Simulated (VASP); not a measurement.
# Run report: ZnO, geometry relaxation (part 2 of 2)

The same run, continued: ZnO (4 atoms in the cell); Kohn-Sham DFT of a periodic cell, PBE, VASP PAW PBE potentials, recommended, no spin polarisation (VASP 6.6.1); cutoff 520 eV, 12×12×6 k-mesh, Gaussian smearing of 0.02 eV. The structure derives from an entry of the Crystallography Open Database.

Geometry of the input (Å; fractional positions):
```
3.2493  0.0000  0.0000
-1.6247  2.8140  0.0000
0.0000  0.0000  5.2057
Zn 0.3333  0.6667  0.5000
Zn 0.6667  0.3333  0.0000
O  0.6667  0.3333  0.3790
O  0.3333  0.6667  0.8790
```

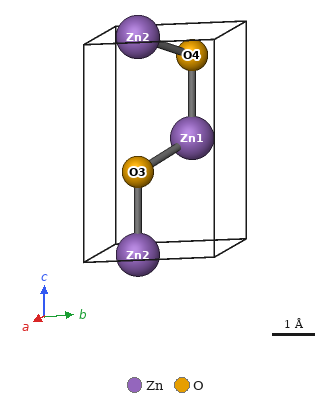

**Figure 1.** The geometry at step 1 of the log (ball-and-stick view of the cell of the calculation, seen slightly off an axis; atoms are numbered from 1 in the order of the input).

Parts of OUTCAR, continued:
```
   LEPSILON=     F    determine dielectric tensor
   LRPA    =     F    only Hartree local field effects (RPA)
 conjugate gradient relaxation of ions
 non-spin polarized calculation
 RMM-DIIS sequential band-by-band and
 Gauss-broadening in eV      SIGMA  =   0.02
  energy-cutoff  :      520.00
  volume of cell :       47.60
 maximum number of plane-waves:      1302
   NGX = 13   NGY = 13   NGZ = 19

--------------------------------------- Ionic step        1  -------------------------------------------

 number of electron      36.0000017 magnetization

 Free energy of the ion-electron system (eV)
  ---------------------------------------------------
  ext. energy  EPLUGINS =         0.00000000
  ---------------------------------------------------
  free energy    TOTEN  =       -17.82239378 eV

  energy without entropy =      -17.82239378  energy(sigma->0) =      -17.82239378

------------------------ aborting loop because EDIFF is reached ----------------------------------------

  FORCE on cell =-STRESS in cart. coord.  units (eV):
  Direction    XX          YY          ZZ          XY          YZ          ZX
  --------------------------------------------------------------------------------------
  -------------------------------------------------------------------------------------
  Total        1.5829048      1.5829048      2.1069319      0.0000000      0.0000000      0.0000000
  in kB       53.2810908     53.2810907     70.9200108      0.0000000      0.0000000      0.0000000
  external PRESSURE =      59.1607307 kB  Pullay stress =       0.0000000 kB

 VOLUME and BASIS-vectors are now :
 -----------------------------------------------------------------------------
  energy-cutoff  :      520.00
  volume of cell :       47.60
      direct lattice vectors                 reciprocal lattice vectors
     3.249308000  0.000000000  0.000000000     0.307757836  0.177684070  0.000000000
    -1.624654000  2.813983270  0.000000000     0.000000000  0.355368140  0.000000000
     0.000000000  0.000000000  5.205709000     0.000000000  0.000000000  0.192096792

 POSITION                                       TOTAL-FORCE (eV/Angst)
 -----------------------------------------------------------------------------------
     -0.00000      1.87599      2.60285        -0.000000     -0.000000     -0.074011
      1.62465      0.93799      0.00000        -0.000000      0.000000     -0.074011
      1.62465      0.93799      1.97302         0.000000      0.000000      0.074011
     -0.00000      1.87599      4.57587        -0.000000      0.000000      0.074011
 -----------------------------------------------------------------------------------
    total drift:                                0.000004     -0.000002     -0.000175

  FREE ENERGIE OF THE ION-ELECTRON SYSTEM (eV)
  ---------------------------------------------------
  free  energy   TOTEN  =       -17.8223937813 eV

  energy  without entropy=      -17.8223937813  energy(sigma->0) =      -17.82239378

--------------------------------------- Ionic step        2  -------------------------------------------

 number of electron      36.0000019 magnetization

------------------------ aborting loop because EDIFF is reached ----------------------------------------

  FORCE on cell =-STRESS in cart. coord.  units (eV):
  Direction    XX          YY          ZZ          XY          YZ          ZX
  --------------------------------------------------------------------------------------
  -------------------------------------------------------------------------------------
  Total       -0.8256706     -0.8256706     -0.8784364      0.0000000      0.0000000      0.0000000
  in kB      -26.0976455    -26.0976455    -27.7654572      0.0000000      0.0000000      0.0000000
  external PRESSURE =     -26.6535827 kB  Pullay stress =       0.0000000 kB

 VOLUME and BASIS-vectors are now :
 -----------------------------------------------------------------------------
  energy-cutoff  :      520.00
  volume of cell :       50.69
      direct lattice vectors                 reciprocal lattice vectors
     3.311340157  0.000000000  0.000000000     0.301992532  0.174355470 -0.000000000
    -1.655670079  2.867704694  0.000000000     0.000000000  0.348710940 -0.000000000
     0.000000000  0.000000000  5.337991251     0.000000000  0.000000000  0.187336388

 POSITION                                       TOTAL-FORCE (eV/Angst)
 -----------------------------------------------------------------------------------
     -0.00000      1.91180      2.66533        -0.000000      0.000000      0.027663
      1.65567      0.95590      5.33433         0.000000      0.000000      0.027663
      1.65567      0.95590      2.02681         0.000000     -0.000000     -0.027663
     -0.00000      1.91180      4.69581        -0.000000     -0.000000     -0.027663
 -----------------------------------------------------------------------------------
    total drift:                                0.000004     -0.000004     -0.000233

  FREE ENERGIE OF THE ION-ELECTRON SYSTEM (eV)
  ---------------------------------------------------
  free  energy   TOTEN  =       -17.8509422056 eV

  energy  without entropy=      -17.8509422056  energy(sigma->0) =      -17.85094221

--------------------------------------- Ionic step        3  -------------------------------------------

 number of electron      36.0000029 magnetization

 Free energy of the ion-electron system (eV)
  ---------------------------------------------------
  ext. energy  EPLUGINS =         0.00000000
  ---------------------------------------------------
  free energy    TOTEN  =       -17.85995469 eV

  energy without entropy =      -17.85995469  energy(sigma->0) =      -17.85995469

 E-fermi :   0.9862     XC(G=0): -10.6895     alpha+bet : -7.5784

 val. band max:        0.8339889976   @ k =   0.0000   0.0000   0.0000
 cond. band min:       1.5560932269   @ k =   0.0000   0.0000   0.0000
 fundamental gap:      0.7221042292
 Fermi energy:         0.9862288746

 k-point     1 :       0.0000    0.0000    0.0000
  band No.  band energies     occupation
      1     -16.9293      2.00000
      2     -16.2681      2.00000
      3      -4.6730      2.00000
      4      -4.6730      2.00000
      5      -4.6238      2.00000
      6      -4.4947      2.00000
      7      -4.4947      2.00000
      8      -4.4838      2.00000
      9      -3.6091      2.00000
     10      -3.6091      2.00000
     11      -3.4167      2.00000
     12      -3.4167      2.00000
     13      -3.1506      2.00000
     14       0.0876      2.00000
     15       0.0876      2.00000
     16       0.7604      2.00000
     17       0.8340      2.00000
     18       0.8340      2.00000
     19       1.5561      0.00000
     20       5.8894      0.00000
     21       8.9107      0.00000
     22      13.5002      0.00000

 k-point     2 :       0.0833    0.0000    0.0000
  band No.  band energies     occupation
      1     -16.8941      2.00000
      2     -16.2523      2.00000
      3      -4.7117      2.00000
      4      -4.6519      2.00000
      5      -4.5999      2.00000
      6      -4.5003      2.00000
      7      -4.4651      2.00000
      8      -4.4314      2.00000
      9      -3.6236      2.00000
     10      -3.6113      2.00000
     11      -3.4135      2.00000
     12      -3.3836      2.00000
     13      -3.1587      2.00000
     14      -0.1619      2.00000
     15      -0.0016      2.00000
     16       0.3447      2.00000
     17       0.7175      2.00000
     18       0.7865      2.00000
     19       2.1326      0.00000
     20       6.1745      0.00000
     21       8.9124      0.00000
     22      12.7715      0.00000

 k-point     3 :       0.1667    0.0000    0.0000
  band No.  band energies     occupation
      1     -16.7952      2.00000
      2     -16.2108      2.00000
      3      -4.7998      2.00000
      4      -4.5963      2.00000
      5      -4.5663      2.00000
      6      -4.4877      2.00000
      7      -4.3802      2.00000
      8      -4.2822      2.00000
      9      -3.6625      2.00000
     10      -3.6101      2.00000
     11      -3.4060      2.00000
     12      -3.2824      2.00000
     13      -3.1812      2.00000
     14      -0.8046      2.00000
     15      -0.2766      2.00000
     16      -0.2437      2.00000
     17       0.5843      2.00000
     18       0.6525      2.00000
     19       3.0280      0.00000
     20       6.8701      0.00000
     21       8.9128      0.00000
     22      11.4931      0.00000

 k-point     4 :       0.2500    0.0000    0.0000
  band No.  band energies     occupation
      1     -16.6517      2.00000
      2     -16.1582      2.00000
      3      -4.8870      2.00000
      4      -4.5761      2.00000
      5      -4.5281      2.00000
      6      -4.4003      2.00000
      7      -4.2517      2.00000
      8      -4.0785      2.00000
      9      -3.7080      2.00000
     10      -3.5892      2.00000
     11      -3.3970      2.00000
     12      -3.2151      2.00000
     13      -3.1089      2.00000
     14      -1.5678      2.00000
     15      -0.8606      2.00000
     16      -0.5766      2.00000
     17       0.3607      2.00000
     18       0.4606      2.00000
     19       3.9973      0.00000
     20       7.6468      0.00000
     21       8.8858      0.00000
     22      10.3232      0.00000

 k-point     5 :       0.3333    0.0000    0.0000
  band No.  band energies     occupation
      1     -16.4938      2.00000
      2     -16.1154      2.00000
      3      -4.9221      2.00000
      4      -4.5976      2.00000
      5      -4.4726      2.00000
      6      -4.2689      2.00000
      7      -4.1047      2.00000
      8      -3.9590      2.00000
      9      -3.6818      2.00000
     10      -3.5404      2.00000
     11      -3.3872      2.00000
     12      -3.2175      2.00000
     13      -2.9331      2.00000
     14      -2.2189      2.00000
     15      -1.3925      2.00000
     16      -0.9218      2.00000
     17       0.0636      2.00000
     18       0.2583      2.00000
     19       4.9809      0.00000
     20       8.1727      0.00000
     21       8.6900      0.00000
     22       9.4755      0.00000

 [... the levels of 18 k-points are left out ...]

 k-point    24 :       0.3333    0.0000    0.1667
  band No.  band energies     occupation
      1     -16.4676      2.00000
      2     -16.1397      2.00000
      3      -4.9514      2.00000
      4      -4.6821      2.00000
      5      -4.4535      2.00000
      6      -4.2946      2.00000
      7      -4.1363      2.00000
      8      -4.0946      2.00000
      9      -3.6464      2.00000
     10      -3.5313      2.00000
     11      -3.4000      2.00000
     12      -3.2786      2.00000
     13      -2.6803      2.00000
     14      -2.0782      2.00000
     15      -1.4129      2.00000
     16      -0.8355      2.00000
     17       0.0812      2.00000
     18       0.1835      2.00000
     19       5.0553      0.00000
     20       7.6705      0.00000
     21       8.9851      0.00000
     22       9.5329      0.00000

 [... further k-points ...]

------------------------ aborting loop because EDIFF is reached ----------------------------------------

  FORCE on cell =-STRESS in cart. coord.  units (eV):
  Direction    XX          YY          ZZ          XY          YZ          ZX
  --------------------------------------------------------------------------------------
  -------------------------------------------------------------------------------------
  Total       -0.0400670     -0.0400670      0.0679169      0.0000000     -0.0000000      0.0000000
  in kB       -1.2932130     -1.2932130      2.1921055      0.0000000     -0.0000000      0.0000000
  external PRESSURE =      -0.1314402 kB  Pullay stress =       0.0000000 kB

 VOLUME and BASIS-vectors are now :
 -----------------------------------------------------------------------------
  energy-cutoff  :      520.00
  volume of cell :       49.64
      direct lattice vectors                 reciprocal lattice vectors
     3.290557803  0.000000000  0.000000000     0.303899843  0.175456656 -0.000000000
    -1.645278902  2.849706648  0.000000000     0.000000000  0.350913313 -0.000000000
     0.000000000  0.000000000  5.293673325     0.000000000  0.000000000  0.188904743

 POSITION                                       TOTAL-FORCE (eV/Angst)
 -----------------------------------------------------------------------------------
     -0.00000      1.89980      2.64439         0.000000      0.000000      0.001723
      1.64528      0.94990      5.29123        -0.000000     -0.000000      0.001723
      1.64528      0.94990      2.00880         0.000000      0.000000     -0.001723
     -0.00000      1.89980      4.65564         0.000000     -0.000000     -0.001723
 -----------------------------------------------------------------------------------
    total drift:                                0.000003     -0.000004     -0.000644

  FREE ENERGIE OF THE ION-ELECTRON SYSTEM (eV)
  ---------------------------------------------------
  free  energy   TOTEN  =       -17.8599546864 eV

  energy  without entropy=      -17.8599546864  energy(sigma->0) =      -17.85995469

 reached required accuracy - stopping structural energy minimisation
```

CONTCAR:
```
ZnO
   1.00000000000000
     3.2905578034479599    0.0000000000000000    0.0000000000000000
    -1.6452789017239799    2.8497066475834574    0.0000000000000000
     0.0000000000000000    0.0000000000000000    5.2936733254317554
  Zn              O
     2     2
Direct
     0.3333333300000021    0.6666666699999979    0.4995382123029076
     0.6666666699999979    0.3333333300000021    0.9995382123029075
     0.6666666699999979    0.3333333300000021    0.3794717876970934
     0.3333333300000021    0.6666666699999979    0.8794717876970934

  0.00000000E+00  0.00000000E+00  0.00000000E+00
  0.00000000E+00  0.00000000E+00  0.00000000E+00
  0.00000000E+00  0.00000000E+00  0.00000000E+00
  0.00000000E+00  0.00000000E+00  0.00000000E+00
```

Trajectory as extended XYZ (Å, eV, eV/Å), 3 frames, from step=0 to step=2:
```
4
Lattice="3.2493 0.0000 0.0000 -1.6247 2.8140 0.0000 0.0000 0.0000 5.2057" Properties=species:S:1:pos:R:3:forces:R:3 step=0 energy=-17.82239
Zn    0.0000    1.8760    2.6029    0.0000   0.0000  -0.0740
Zn    1.6247    0.9380    0.0000    0.0000   0.0000  -0.0740
O     1.6247    0.9380    1.9730    0.0000   0.0000   0.0740
O     0.0000    1.8760    4.5759    0.0000   0.0000   0.0740
4
Lattice="3.3113 0.0000 0.0000 -1.6557 2.8677 0.0000 0.0000 0.0000 5.3380" Properties=species:S:1:pos:R:3:forces:R:3 step=1 energy=-17.85094
Zn    0.0000    1.9118    2.6653    0.0000   0.0000   0.0277
Zn    1.6557    0.9559    5.3343    0.0000   0.0000   0.0277
O     1.6557    0.9559    2.0268    0.0000   0.0000  -0.0277
O     0.0000    1.9118    4.6958    0.0000   0.0000  -0.0277
4
Lattice="3.2906 0.0000 0.0000 -1.6453 2.8497 0.0000 0.0000 0.0000 5.2937" Properties=species:S:1:pos:R:3:forces:R:3 step=2 energy=-17.85995
Zn    0.0000    1.8998    2.6444    0.0000   0.0000   0.0017
Zn    1.6453    0.9499    5.2912    0.0000   0.0000   0.0017
O     1.6453    0.9499    2.0088    0.0000   0.0000  -0.0017
O     0.0000    1.8998    4.6556    0.0000   0.0000  -0.0017
```
